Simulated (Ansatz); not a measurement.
Given this structure:

```xyz
6
Lattice="3.3790 0.0000 0.0000 -1.6895 2.9263 0.0000 0.0000 0.0000 14.3339" Properties=species:S:1:pos:R:3 pbc="T T T"
W     0.0000    1.9509    3.5835
W     1.6895    0.9754   10.7504
S     0.0000    1.9509    9.2405
S     1.6895    0.9754    2.0736
S     0.0000    1.9509   12.2603
S     1.6895    0.9754    5.0934
```

Question: Before looking at a picture, describe the arrangement of atoms.

Answer: Formula: WS2. Its lattice is primitive hexagonal, its space group P6_3/mmc (No. 194). The arrangement is known as 2H molybdenite (MoS₂) type. Atoms per cell: 6 (2 W, 4 S). Each W atom is coordinated by six S in a distorted trigonal prismatic arrangement at 2.47 Å. About every S there are three W in a trigonal pyramidal arrangement at 2.47 Å. Not all metal-metal contacts are counted. The bonds build WS2 layers parallel to (001).

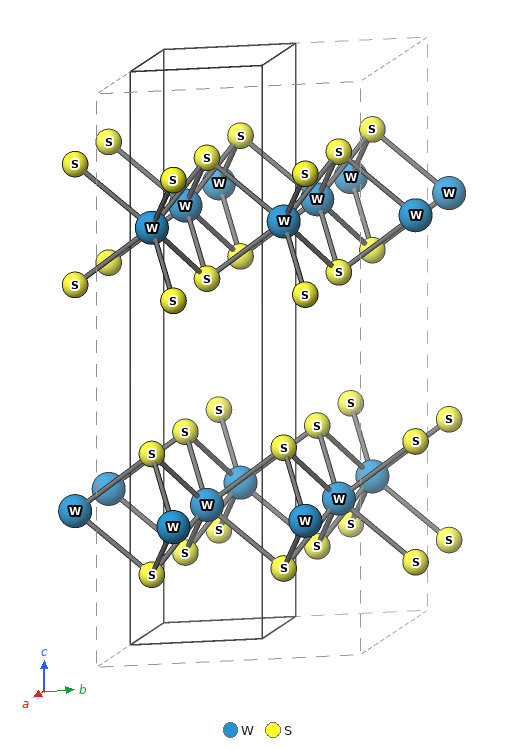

An orthographic ball-and-stick view of the structure, slightly off an axis. The structure is repeated 2×2×1 times; solid lines mark one conventional unit cell. Periodic images bonded to atoms of the box are shown as well. Colours: tungsten blue, sulfur yellow.

The initial geometry was a structure listed in the Materials Project. It was relaxed with DFT PBE, scalar-relativistic, plane waves, PAW in Ansatz under a constraint or pressure on the cell, so some stress remains.

At this level of theory the run's own cell isn't at rest (stretched, at -8 GPa), so its distances can differ from those at equilibrium, the more so the softer the solid.
